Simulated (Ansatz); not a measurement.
## A series of single points on Ga₃Sb

System: Ga₃Sb (I4/mmm, 4 atoms in the cell).
Method: Kohn-Sham DFT of a periodic cell, PBEsol, all-electron LAPW, scalar-relativistic, no spin polarisation (Ansatz 0.2.0).

The 7 runs differ only in the geometry, by an even scaling of the cell at fixed fractional positions. The structure derives from a Materials Project entry.

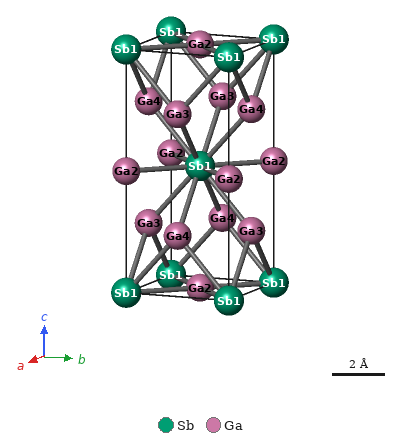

Figure 1. The structure of run 4 (ball-and-stick view of the cell 2 times as large as that of the calculation, set on its symmetry axes, seen slightly off an axis; atoms are numbered from 1 in the order of the input).

## Input of run 4
```yaml
crystal:
  lattice:
    - [-2.158799, 2.158799, 4.760484]
    - [2.158799, -2.158799, 4.760484]
    - [2.158799, 2.158799, -4.760484]
  atoms:
    - { symbol: Sb, position: [0.0, 0.0, 0.0] }
    - { symbol: Ga, position: [0.5, 0.5, 0.0] }
    - { symbol: Ga, position: [0.25, 0.75, 0.5] }
    - { symbol: Ga, position: [0.75, 0.25, 0.5] }
kpoints:
  mp_grid: { grid: [9, 9, 9] }
scf:
  occupations: { method: fermi_dirac, width: 0.05 }
hamiltonian:
  xc: pbesol
  pseudopotentials: { kind: all_electron, lapw: { basis_error: 0.001 } }
output:
  forces: true
  stress: true
  eigenvalues: true
```

Command:
```bash
ansatz run input.yaml --threads 2 --pin off --max-ram 8192MiB --backend cpu --events-out ev --progress --plain --runs-dir out
```

Run 2 differs from it as follows:
```diff
-    - [-2.158799, 2.158799, 4.760484]
-    - [2.158799, -2.158799, 4.760484]
-    - [2.158799, 2.158799, -4.760484]
+    - [-2.1296224639, 2.1296224639, 4.6961452482]
+    - [2.1296224639, -2.1296224639, 4.6961452482]
+    - [2.1296224639, 2.1296224639, -4.6961452482]
```

## Results, with one run withheld

| run | volume per atom (Å³) | free energy per atom, from the lowest run given (meV) | pressure (GPa) |
| --- | --- | --- | --- |
| 1 | 20.855 | 0.00 | −0.76 |
| 2 | 21.298 | ? | ? |
| 3 | 21.742 | 9.93 | −2.73 |
| 4 | 22.186 | 18.65 | −3.54 |
| 5 | 22.630 | 29.47 | −4.25 |
| 6 | 23.073 | 42.12 | −4.87 |
| 7 | 23.517 | 56.38 | −5.41 |

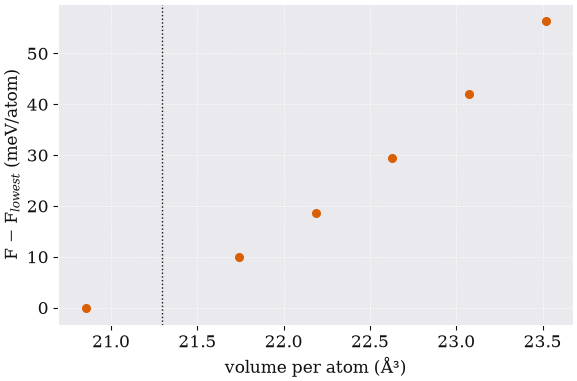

Figure 2. Free energy per atom of the runs given; the dotted line marks run 2.

Estimate the energy of run 2 from the others.

A cubic polynomial in V^(−2/3) (the Birch–Murnaghan form), fitted to the 6 runs given, misses them by at most 0.01 meV per atom. With x = V^(−2/3) − 0.12620 Å⁻², it reads F = 21.369 − 6195.3 x + 4.2224e+05 x² + 1.7646e+06 x³ (meV per atom). At run 2 it gives 3.60 meV per atom, and the run itself gives 3.60. The slope of the fit gives a pressure −dF/dV of −1.81 GPa there, and the run prints −1.81 GPa. The fit has no minimum inside this range.

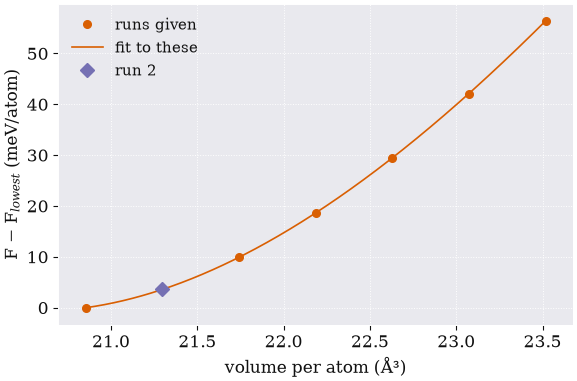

Figure 3. The fit and the withheld run.

## Output, shortened to warnings, some set-up lines, iterations and results (run 2)
```
Basis set: ecut = 200.4743684391779 eV, 551 PW (Γ), FFT grids on a1+a3, a2+a3, a3, exchange–correlation at level 2
Symmetry: 16 space group operations
k-points: 75 of 729
Initial density: superposition of atomic densities (chi_scale 0.1, normalization cell, long waves kept (reshape's long-wave potential 0.00 eV rms))
[...]
SCF iter   1: F=—  HF=-334871.719743 eV  |F-HF|=—  |Δ(HF+E_count)|=         —  Δρ=6.96e-3  dr2=2.93e-2  ethr=3.39e-5  ⟨swp⟩=3.0  Hψ=26268  notcnv=0
SCF iter   2: F=—  HF=-334871.641307 eV  |F-HF|=—  |Δ(HF+E_count)|=   7.84e-2  Δρ=3.99e-3  dr2=1.23e-2  ethr=3.39e-5  ⟨swp⟩=2.0  Hψ=11907  notcnv=0
SCF iter   3: F=—  HF=-334871.628558 eV  |F-HF|=—  |Δ(HF+E_count)|=   1.27e-2  Δρ=2.73e-3  dr2=5.89e-3  ethr=1.43e-5  ⟨swp⟩=2.0  Hψ=11869  notcnv=0
SCF iter   4: F=—  HF=-334871.625437 eV  |F-HF|=—  |Δ(HF+E_count)|=   3.12e-3  Δρ=1.36e-3  dr2=1.96e-3  ethr=6.85e-6  ⟨swp⟩=2.0  Hψ=11869  notcnv=0
SCF iter   5: F=—  HF=-334871.625565 eV  |F-HF|=—  |Δ(HF+E_count)|=   1.28e-4  Δρ=5.98e-4  dr2=3.98e-4  ethr=2.28e-6  ⟨swp⟩=2.0  Hψ=11868  notcnv=0
SCF iter   6: F=—  HF=-334871.625587 eV  |F-HF|=—  |Δ(HF+E_count)|=   2.16e-5  Δρ=1.31e-4  dr2=2.06e-5  ethr=2.39e-8  ⟨swp⟩=2.0  Hψ=19845  notcnv=0
SCF iter   7: F=—  HF=-334871.625587 eV  |F-HF|=—  |Δ(HF+E_count)|=   2.84e-7  Δρ=4.80e-5  dr2=3.29e-6  ethr=2.39e-8  ⟨swp⟩=2.0  Hψ=11868  notcnv=0
SCF iter   8: F=—  HF=-334871.625585 eV  |F-HF|=—  |Δ(HF+E_count)|=   2.19e-6  Δρ=3.42e-5  dr2=1.44e-6  ethr=3.83e-9  ⟨swp⟩=2.0  Hψ=11868  notcnv=0
SCF iter   9: F=—  HF=-334871.625585 eV  |F-HF|=—  |Δ(HF+E_count)|=   4.73e-7  Δρ=1.22e-5  dr2=2.16e-7  ethr=1.68e-9  ⟨swp⟩=2.0  Hψ=11868  notcnv=0
SCF iter  10: F=-334871.625585 eV  HF=-334871.625585 eV  |F-HF|=6.64e-9  |Δ(HF+E_count)|=   4.66e-8  Δρ=2.90e-6  dr2=1.30e-8  ethr=2.51e-10  ⟨swp⟩=2.0  Hψ=11868  notcnv=0
SCF 1 converged in 10 iterations: F = -334871.625585 eV  dr2 = 1.30e-8
SCF converged after 10 iterations
Free energy (F): -334871.625585 eV
Harris-Foulkes:  -334871.625585 eV  (|F-HF|=6.64e-9)
Internal energy: -334871.609361 eV  (E = F + TS)
E sigma→0 (E₀):  -334871.617473 eV
Entropy (-TS):   -0.016224 eV (-4.056 meV/atom)
Fermi energy:    12.194912 eV
--- Per-component energies (eV) ---
  E_band       = -3173.698899
  E_kinetic    = 347455.403828
  E_xc         = -10621.659514
  E_electrostatic = -671705.353675  (all electrons and nuclei)
  E_smearing   = -0.016224  (= −TS)
  E_closure    = 0.000000  (closes the sum)
  E_atoms      = -334857.382827  (free atoms, spherical and without spin; not in F)
  Σ components = -334871.625585   (vs F -334871.625585, Δ=0.00e0)
  Basis errors (estimates in eV, not in F): energy 2.4e-4 per atom: plane waves 2.3e-4 (1.2e-4 summed), levels above the bands 5.8e-60, relativity 8.6e-9, radial functions 8.2e-6, core shells 6.9e-10; eigenvalues (radial functions only) 6.6e-6; not estimated: angular momenta, meshes, grids; target …
--- Forces (eV/Å), atoms counted from 1 ---
  atom   1  Sb    -0.00000000     0.00000000     0.00000000
  atom   2  Ga    -0.00000000    -0.00000000     0.00000000
  atom   3  Ga     0.00000000     0.00000000     0.00000000
  atom   4  Ga     0.00000000     0.00000000     0.00000000
  max |Σ_I F_I| component: 8.50e-31 eV/Å
--- Stress (GPa, compression-positive) ---
       -2.221685       0.000000      -0.000000
        0.000000      -2.221685      -0.000000
       -0.000000      -0.000000      -0.988340
  P = ⅓ Tr σ = -1.8106 GPa (-18.106 kbar)
```
